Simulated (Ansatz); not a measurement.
# TiAlH3: what the fields show

Input

```
crystal:
  lattice:
    - [3.4877303238, 0.0, 0.0]
    - [0.0, 3.4877303238, 0.0]
    - [0.0, 0.0, 3.4877303238]
  atoms:
    - { symbol: Ti, position: [0.5, 0.5, 0.5] }
    - { symbol: Al, position: [0.0, 1.0, 1.0] }
    - { symbol: H, position: [0.0, 0.0, 0.5] }
    - { symbol: H, position: [0.5, 0.0, 0.0] }
    - { symbol: H, position: [0.0, 0.5, 0.0] }
basis:
  ecutwfc: 420
kpoints:
  mp_grid: { grid: [8, 8, 8] }
hamiltonian:
  xc: pbe
scf:
  occupations: { method: gaussian, width: 0.1 }
output:
  forces: true
  stress: true
  eigenvalues: true
  write_density: true
  write_potential: true
  elf: true
  volumetric_format: npy
relax:
  adjacent_minimum: "off"
  f_tol: 0.025
  max_steps: 70
  cell: { stress_tol: 0.12 }
```

Run with:

```sh
ansatz run input.yaml --threads 2 --pin off --max-ram 5120MiB --backend cpu --events-out ev --progress --plain --runs-dir out
```

Below, planes, directions and counts refer to the conventional cell (a = 3.49 Å, b = 3.49 Å, c = 3.49 Å, α = 90.00°, β = 90.00°, γ = 90.00°).

The fields are those of the relaxed geometry.

Space group Pm-3m; computed without spin polarisation.

All numbers below come from DFT PBE, scalar-relativistic, plane waves, PAW (Ansatz 0.2.0).

Core electrons are frozen (PAW), and the valence fields are smoothed inside the atomic spheres.

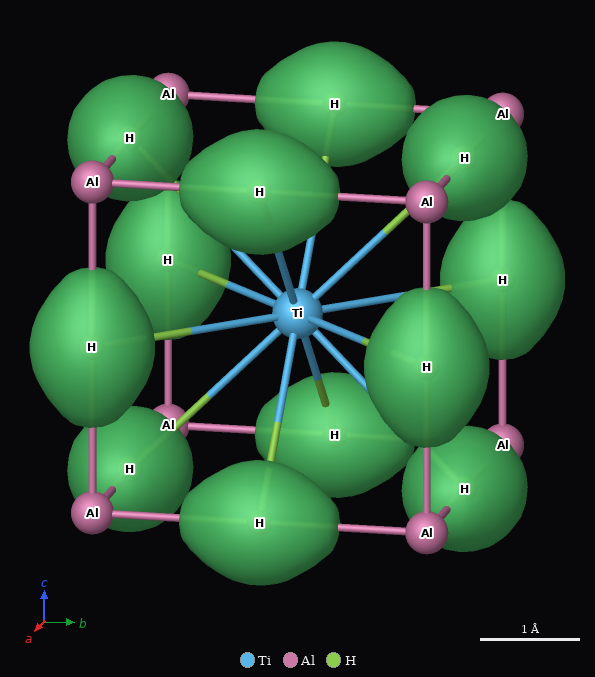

Figure 1. Isosurface of the ELF at 0.75 (green), seen slightly off an axis. Core shells and regions of very low density are left out. Sticks mark near contacts.

Q: Describe the localisation domains.

A: The surface consists of three regions around hydrogen nuclei, counted in one cell of 5 atoms. Regions shared between cells count once.


Al–H (1.75 Å): the ELF climbs to about 1 towards the hydrogen. Ti–H (2.47 Å): the ELF climbs to about 1 towards the hydrogen.

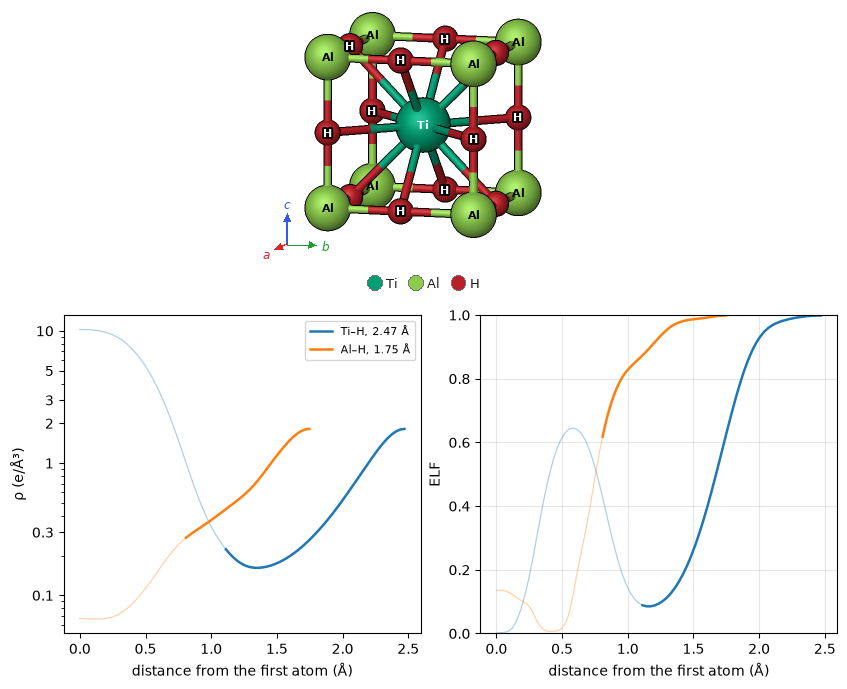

Figure 2. Valence charge density (pseudo) and electron localisation function along straight lines between neighbouring atoms. Thin, pale parts lie inside the atomic spheres. The structure is drawn too.

Q: What can be read from the curves?

A: Ti–H (2.47 Å): ρ is about 0.17 e/Å³ halfway; the ELF climbs to about 1 towards the hydrogen.
Al–H (1.75 Å): ρ at the midpoint is about 0.3 e/Å³; the ELF climbs to about 1 towards the hydrogen.

Q: Does the calculation make it a metal, or give it a gap?

A: It is gapless in this calculation (a metal or semimetal).
